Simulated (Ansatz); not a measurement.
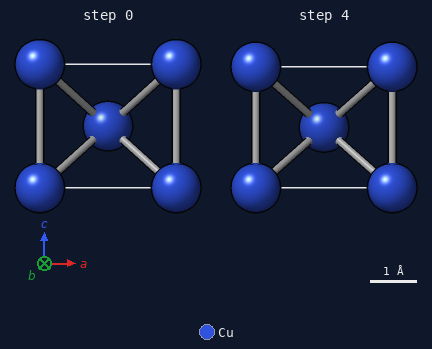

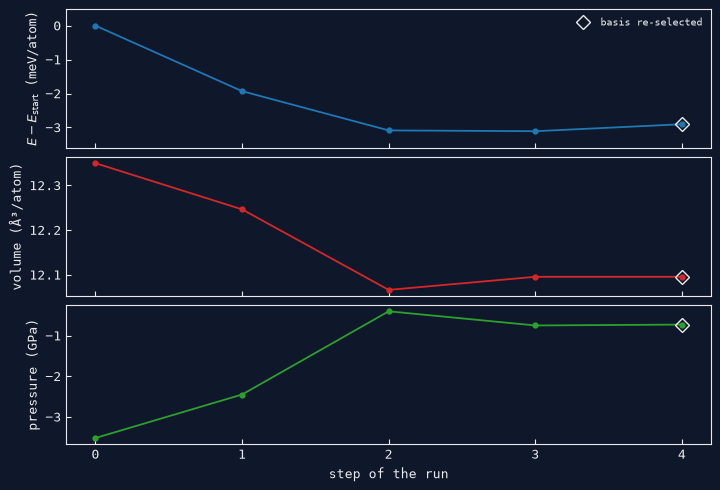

First and last geometry of a relaxation of solid Cu (set up in I4/mmm), with the history of the run. The picture is a ball-and-stick view of the cell of the calculation, seen along the b axis.

Case: biaxial strain in the a-b plane of +2.0 %; c and atoms relaxed.

Theory: DFT PBE, scalar-relativistic, plane waves, PAW (Ansatz). Settings: plane-wave cutoff 420 eV; k-point mesh 14 × 14 × 16; occupations gaussian; smearing width 0.1 eV; no spin polarisation; cell relaxed at fixed a, b, gamma; force threshold 0.008 eV/Å; at most 40 steps.

Q: Did the run converge, and what did it change?

A: It converged. Over 3 accepted moves (4 points after the start) the energy falls by 2.9 meV per atom. All forces vanish by symmetry, so only the cell relaxes. The pressure goes from −3.52 to −0.73 GPa. At 1 point the geometry stayed and the basis and grid were re-selected for the new cell (energy shift of 0.2 meV per atom at most each time). The atoms keep their places relative to the cell (all moves are under 0.005 Å). The drawn cell changes as follows: a = b unchanged at 3.010 Å, c 2.726 → 2.670 Å (−2.1 %); the volume changes by −2.1 %. Among the contacts that change: Cu–Cu 2.726 → 2.670 Å, Cu–Cu 2.527 → 2.512 Å. The space group stays I4/mmm (No. 139).

```tsv
step	E − E(0), meV/atom	pressure, GPa	volume, Å³/atom	note
0	0.00	-3.52	12.350	
1	-1.93	-2.45	12.246	
2	-3.09	-0.40	12.066	
3	-3.11	-0.75	12.096	
4	-2.91	-0.73	12.096	same geometry, new basis
```
